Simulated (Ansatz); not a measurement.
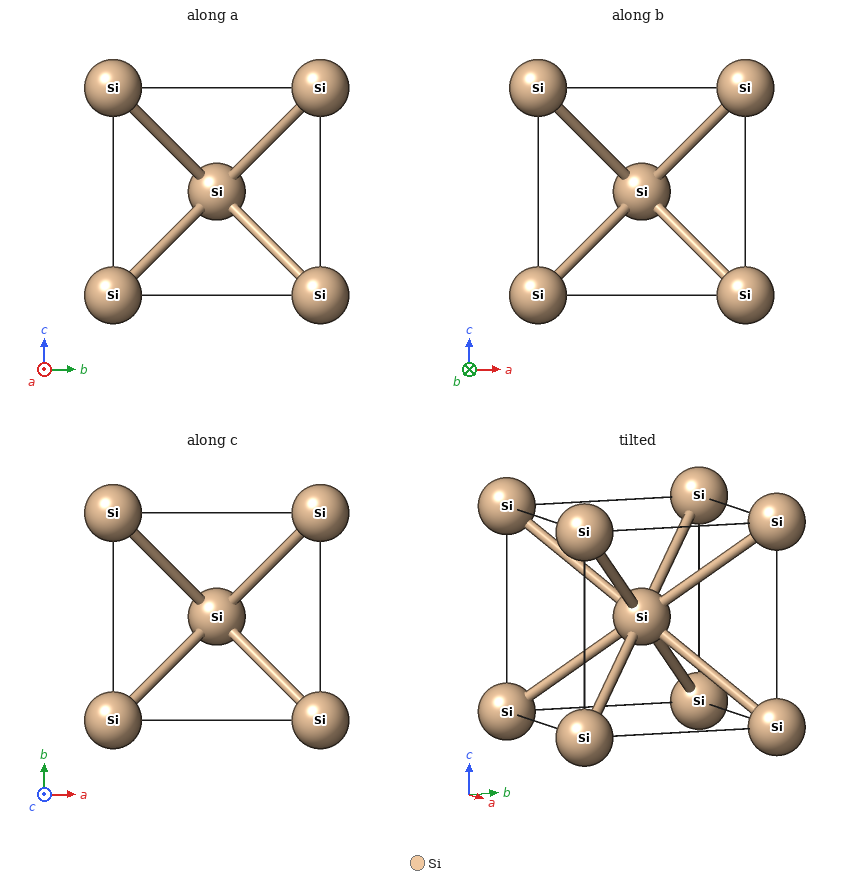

Ball-and-stick model, viewed along the a axis, along the b axis, along the c axis and slightly off an axis. The conventional unit cell is outlined; an atom on or near a face, edge or corner is repeated at each equivalent position.

Lattice parameters: a = 3.080 Å, b = 3.080 Å, c = 3.080 Å, α = 90.00°, β = 90.00°, γ = 90.00°. Put a along x and b in the xy plane.

> Convert the drawing into a POSCAR file.

```
Si
1.0
     3.080    0.000    0.000
     0.000    3.080    0.000
     0.000    0.000    3.080
Si
2
Direct
  0.0000 0.0000 0.0000
  0.5000 0.5000 0.5000
```

Origin of the cell: a structure type filled with this element by a generator (whether the element takes this form wasn't checked). A relaxation with DFT, PBE, plane waves (420 eV) with PAW, scalar-relativistic in Ansatz 0.2.0 gave the geometry drawn.
